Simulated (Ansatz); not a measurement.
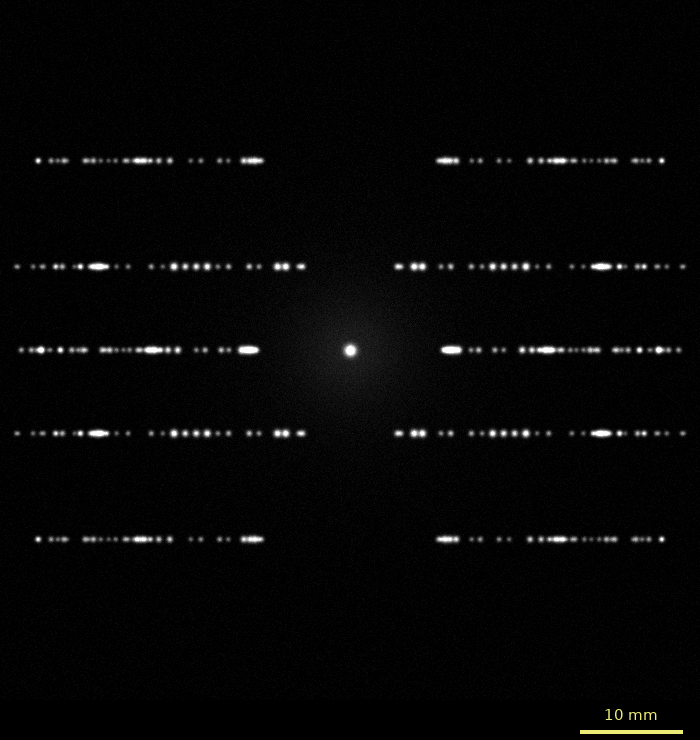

Simulated X-ray rotation photograph: Mo Kα radiation (λ = 0.7107 Å), cylindrical film of radius 30.0 mm unrolled, rotation axis vertical and normal to the beam, kinematic intensities without Lorentz or polarisation factors, the film spanning ±63° about the beam; spots down to d = 0.67 Å.

Question: Measure the layer lines and find the identity period along the axis.

Answer: The first layer line lies 8.2 mm from the equator, so tan ν = 0.274, sin ν = 0.264 and the period is λ/sin ν = 2.69 Å. Further lines follow at 18.7 mm.

The crystal is Rh, space group R-3m (No. 166), a = 2.690 Å, c = 19.747 Å (hexagonal axes). Structure: the geometry relaxed with Ansatz, DFT r2SCAN, scalar-relativistic, plane waves, PAW; the starting structure was generated, so it need not be a known form of this composition.

Question: About which axis was it rotated?

Answer: About [100] (or an equivalent direction), whose length in the conventional cell is 2.690 Å.
